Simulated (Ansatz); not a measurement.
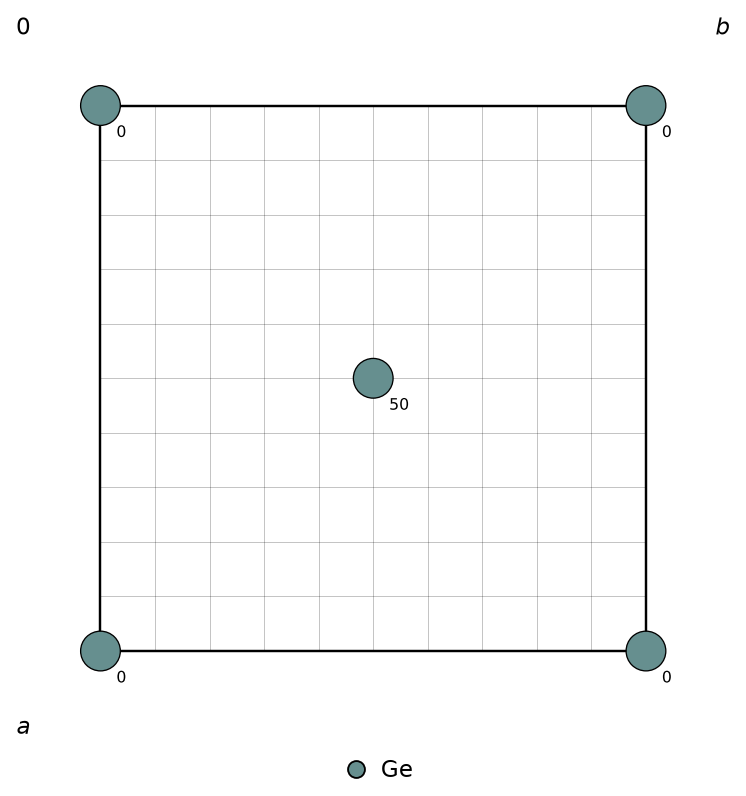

Plan of a unit cell projected along c (a down the page, b across); the numbers are heights in hundredths of c, and atoms on the cell's edges are repeated. The grid marks tenths of a and b. Source: coordinates from a relaxation with DFT, PBE, plane waves (420 eV) with PAW, scalar-relativistic (Ansatz 0.2.0); the starting structure was generated, so it need not be a known form of this composition. Geometry calculated from the standardised cell; symmetry tolerance 0.002 Å.

a = 3.382 Å, b = 3.382 Å, c = 3.382 Å, α = 90.00°, β = 90.00°, γ = 90.00°.

Q: What does the cell contain?

A: 2 Ge: Ge, Z = 2.

Q: Which space group?

A: Im-3m (No. 229), body-centred cubic.

Q: Give the independent sites, coordinates to two places.

A:
```csv
atom,site,symmetry,x,y,z
Ge,2a,m-3m,0.00,0.00,0.00
```
